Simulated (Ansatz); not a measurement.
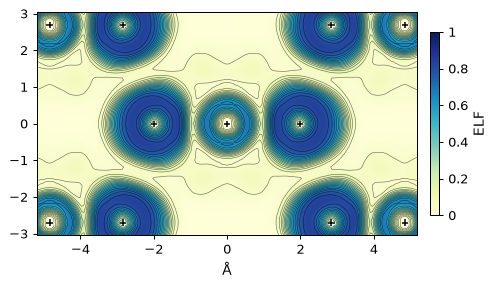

The electron localisation function on a plane through atoms (crosses mark nuclei in the plane).

Theory: DFT, HSE06, plane waves, PAW in Ansatz 0.2.0.

Candidates:
A. TiO2, a = 3.82 Å, b = 3.82 Å, c = 9.68 Å, α = 90.00°, β = 90.00°, γ = 90.00°. Space group I4₁/amd; started from the anatase prototype, which need not be the ambient phase; changed on purpose from its base cell (hydrostatic strain +1.0%); computed pressure about −8 GPa in this cell; computed without spin polarisation.
B. SnO2, a = 4.95 Å, b = 4.95 Å, c = 3.33 Å, α = 90.00°, β = 90.00°, γ = 90.00°. Space group P4₂/mnm; started from the rutile prototype, which need not be the ambient phase; changed on purpose from its base cell (hydrostatic strain +4.0%); computed pressure about −20 GPa in this cell.

**Which candidate gave the map?**

Candidate A: TiO2 on the (110) plane of the conventional cell, which holds Ti and O. Ti–O (1.99 Å): the ELF peaks at about 0.85 in the valence shell of O, 0.6 Å from its nucleus, and is about 0.20 at the midpoint (no shared electron pair shows on this line).
